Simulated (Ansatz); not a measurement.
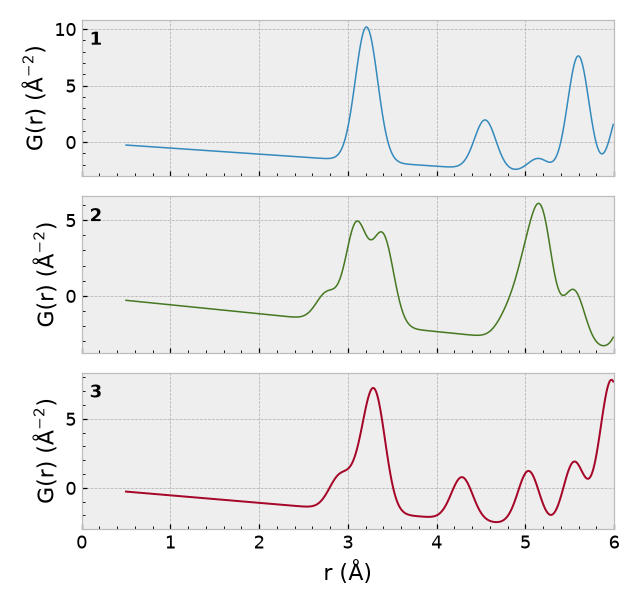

Computed neutron G(r), with each pair weighted by the product of the tabulated coherent neutron scattering lengths (natural isotope mix where the element has one) and a uniform peak width σ = 0.12 Å. No termination ripples are included.

Candidate polymorphs:

A. 
```cif
data_structure
_symmetry_space_group_name_H-M 'P 1'
_symmetry_Int_Tables_number 1
_cell_length_a 5.5468
_cell_length_b 5.5468
_cell_length_c 5.5468
_cell_angle_alpha 90.000
_cell_angle_beta 90.000
_cell_angle_gamma 90.000
_cell_volume 170.66
loop_
_atom_site_label
_atom_site_type_symbol
_atom_site_fract_x
_atom_site_fract_y
_atom_site_fract_z
_atom_site_occupancy
Zr1 Zr 0.00000 0.00000 0.00000 1
Zr2 Zr 0.50000 0.50000 0.50000 1
Zr3 Zr 0.25000 0.00000 0.50000 1
Zr4 Zr 0.75000 0.00000 0.50000 1
Zr5 Zr 0.50000 0.25000 0.00000 1
Zr6 Zr 0.50000 0.75000 0.00000 1
Zr7 Zr 0.00000 0.50000 0.25000 1
Zr8 Zr 0.00000 0.50000 0.75000 1
```

B. 
```yaml
crystal:
  lattice:
    - [3.24544, 0.00000, 0.00000]
    - [-1.62272, 2.81063, 0.00000]
    - [0.00000, 0.00000, 5.14942]
  atoms:
    - { symbol: Zr, position: [0.33333, 0.66667, 0.25000] }
    - { symbol: Zr, position: [0.66667, 0.33333, 0.75000] }
```

C. 
```cif
data_structure
_symmetry_space_group_name_H-M 'P6/mmm'
_symmetry_Int_Tables_number 191
_cell_length_a 5.0426
_cell_length_b 5.0426
_cell_length_c 3.1532
_cell_angle_alpha 90.000
_cell_angle_beta 90.000
_cell_angle_gamma 120.000
_cell_volume 69.44
loop_
_atom_site_label
_atom_site_type_symbol
_atom_site_symmetry_multiplicity
_atom_site_Wyckoff_symbol
_atom_site_fract_x
_atom_site_fract_y
_atom_site_fract_z
_atom_site_occupancy
Zr1 Zr 1 a 0.00000 0.00000 0.00000 1
Zr2 Zr 2 d 0.33333 0.66667 0.50000 1
```

Origins: A, the input geometry of an electronic-structure calculation (not necessarily at equilibrium); the starting structure was generated, so it need not be a known form of this composition; B, the input geometry of an electronic-structure calculation (not necessarily at equilibrium); C, the geometry relaxed with DFT, r2SCAN, plane waves (500 eV) with PAW, scalar-relativistic (Ansatz 0.2.0); the starting structure was generated, so it need not be a known form of this composition.

Which PDF belongs to which candidate?

Answer. curve 1 is B (Zr, first clear peaks at 3.21 Å (Zr–Zr) and 4.55 Å (Zr–Zr)); curve 2 is A (Zr, first clear peaks at 3.11 Å (Zr–Zr) and 3.38 Å (Zr–Zr)); curve 3 is C (Zr, first clear peaks at 3.29 Å (Zr–Zr) and 4.29 Å (Zr–Zr)).
